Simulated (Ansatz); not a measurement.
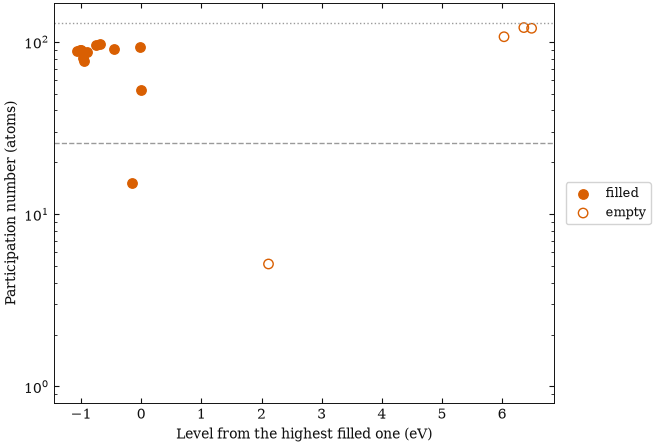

What does the plot show?

Levels near the gap of a 129-atom cell against the number of atoms over which each spreads (dotted: all atoms; dashed: a fifth of them). Host BN. System: B64N65 (defect cell), 129 atoms in the cell, cell charge +1 e. Ansatz 0.2.0; DFT, HSE06, PAW, plane waves, one k point, (0.25, 0.25, 0.25), 420 eV cutoff.

2 of the 16 levels shown spread over less than a fifth of the cell: −0.15 eV (filled, over about 15 atoms, mostly N) and 2.12 eV (empty, over about 5 atoms, mostly N). The lowest empty level lies 2.12 eV above the highest filled one.

One k point in a finite cell, so levels carry errors of tenths of an eV.
